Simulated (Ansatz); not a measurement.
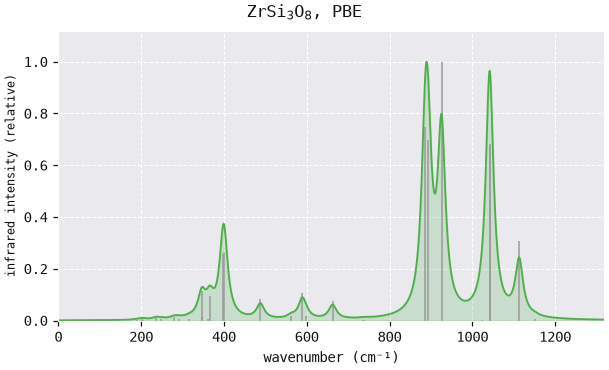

Computed with Ansatz 0.2.0: infrared-active and silent optical phonons at the zone centre of an insulator with atoms at rest in the given cell, intensity summed over the level, zero macroscopic field, imaginary frequencies are negative, field response on a mesh refined by the program; PAW. Level: PBE, no spin polarisation.

- wave cutoff: 420 eV
- k mesh: 4×4×4
- occupations: fixed
- pressure: 0 GPa

The given structure:
```
CELL_PARAMETERS angstrom
3.76329 -3.83106 -0.00046
3.76329 3.83106 -0.00046
-0.00420 0.00000 7.61347
ATOMIC_POSITIONS crystal
Zr 0.47984 0.52016 0.00000
Si 0.97515 0.47605 0.73037
Si 0.52395 0.02485 0.26963
Si 0.02310 0.97690 0.50000
O 0.04203 0.23984 0.60580
O 0.53173 0.85780 0.09014
O 0.14220 0.46827 0.90986
O 0.76016 0.95797 0.39420
O 0.03777 0.73932 0.63167
O 0.53792 0.31487 0.20869
O 0.68513 0.46208 0.79131
O 0.26068 0.96223 0.36833
```

Caption: Infrared spectrum of the zone-centre phonons for ZrSi₃O₈, space group C2 (No. 5) (cell built by us, not taken from a database). Lines are broadened by Lorentzians of 23 cm⁻¹ full width; the spectrum is scaled to its strongest line. These are zero-field (TO) frequencies; inactive modes don't show.

The strongest infrared line is at 925.5 cm⁻¹, followed by 886.1 (75 % of it), 892.6 (70 % of it) and 1041.9 (68 % of it).
